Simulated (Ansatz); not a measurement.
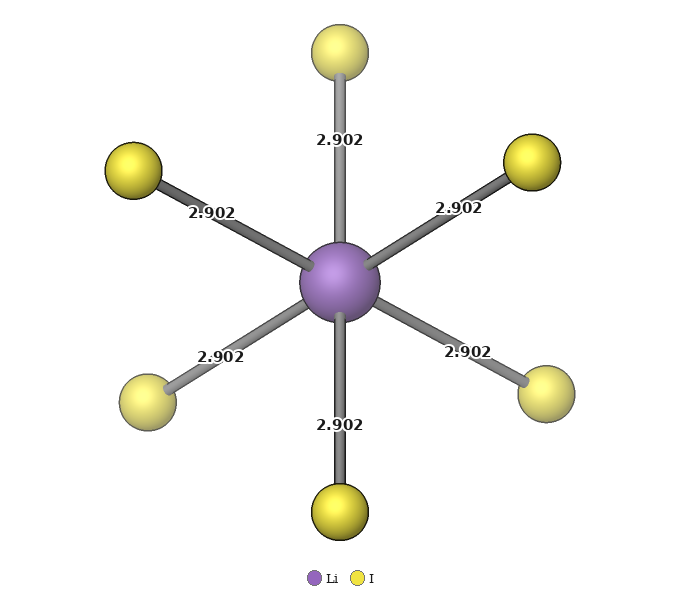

The surroundings of site Li1 (at 0.000, 0.000, 0.000) in LiI (Fm-3m, No. 225), with bond lengths in Å.

Origin of the cell: the end point of a relaxation with DFT LDA, scalar-relativistic, plane waves, PAW in Ansatz 0.2.0.

```xyz
8
Lattice="5.8033 0.0000 0.0000 0.0000 5.8033 0.0000 0.0000 0.0000 5.8033" Properties=species:S:1:pos:R:3 pbc="T T T"
Li    0.0000    0.0000    0.0000
I     2.9016    0.0000    0.0000
Li    0.0000    2.9016    2.9016
I     2.9016    2.9016    2.9016
Li    2.9016    0.0000    2.9016
I     0.0000    0.0000    2.9016
Li    2.9016    2.9016    0.0000
I     0.0000    2.9016    0.0000
```

Bond valence s = exp((R0 − d)/b), R0 fitted to published crystal structures with b = 0.37 Å; R0 in Å: Li+–I 2.334.

> Calculate the bond-valence sum of Li1 from the bonds drawn.

6 × 0.215 = 1.29 v.u., against a formal valence of 1: overbonded (bonds short for this ion) by 0.29.

> And over the whole structure?

```tsv
site	x, y, z	formal valence	bond-valence sum	difference
Li1	0.000, 0.000, 0.000	+1	1.29	0.29
I1	0.500, 0.000, 0.000	−1	1.29	0.29
```

These sums include all anions within 5 Å. The global instability index (root mean square of the differences over all atoms) is 0.29 v.u.: above 0.2, which by the usual rule of thumb marks a strained structure. Cells relaxed with LDA tend to have short bonds, which raises the sums.
